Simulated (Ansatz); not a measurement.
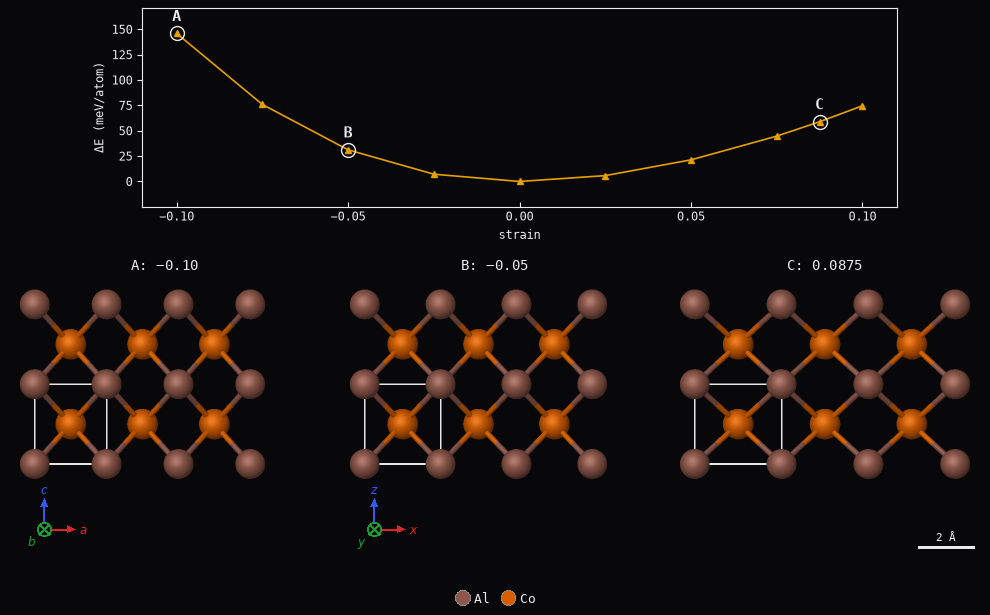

A scan of a crystal of AlCo (Pm-3m): the cell is strained along x alone, with the atoms kept at their fractional coordinates. x, y and z are the Cartesian axes of the input. The lettered frames are marked on the plot. Style: ball-and-stick. Shown: the cell of the calculation, repeated 3 × 3 × 2 with one cell outlined, along the b axis.

The calculation used DFT PBE, scalar-relativistic, plane waves, PAW in Ansatz 0.2.0. (plane-wave cutoff 420 eV; k-point mesh 22 × 22 × 22; occupations gaussian; smearing width 0.15 eV; no spin polarisation). Energies (free energies at the smearing named) are counted from the relaxed crystal.

### Describe the profile.

Of the computed points the lowest is at the strain 0.00, 0.0 meV/atom. At the ends of the scan the energy is 145.9 meV/atom (−0.10) and 74.6 meV/atom (0.10). The distortion takes the space group from Pm-3m to P4/mmm. At the strain −0.10 the cell of the drawing goes a 2.852 → 2.567 Å.

The computed points:

```csv
strain,ΔE (meV/atom)
−0.1000,145.9
−0.0750,75.9
−0.0500,31.2
−0.0250,7.2
0.0000,0.0
0.0250,5.8
0.0500,21.3
0.0750,44.7
0.0875,58.9
0.1000,74.6
```
